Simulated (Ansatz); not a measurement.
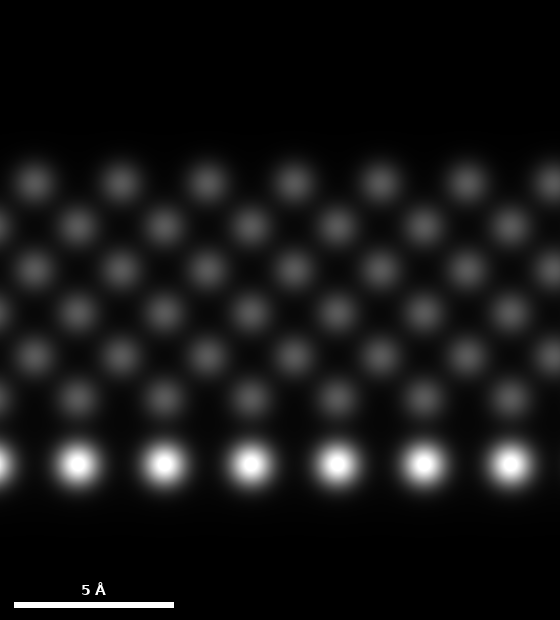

Cross-section of a slab, seen along a direction in its plane, the normal pointing up. Simulated incoherent Z contrast: every atom adds Z^1.7 spread by a probe of 1.05 Å full width; channelling and multiple scattering are left out. The probe carries 15 % of its weight in a tail 2.5 times as wide. Atomic positions: the geometry relaxed in a fixed cell under constraints with DFT PBEsol, scalar-relativistic, plane waves, PAW (Ansatz). The model holds Si and Ni.

Question: How many atomic planes does the slab have, and what do they hold from top to bottom?

Answer: 7 planes (atoms within 0.35 Å in height count as one plane):

```
plane  content  depth below the top plane (Å)
    1       Si                            0.0
    2       Si                            1.4
    3       Si                            2.7
    4       Si                            4.1
    5       Si                            5.4
    6       Si                            6.8
    7       Ni                            8.8
```

Question: How thick is it, and how does it end on either side?

Answer: The outermost planes are 8.8 Å apart. The upper face ends in Si and the lower in Ni, so the sequence of planes is different from the two sides.

The model is a (100) slab of Si (Fd-3m) with overall composition Si6Ni.
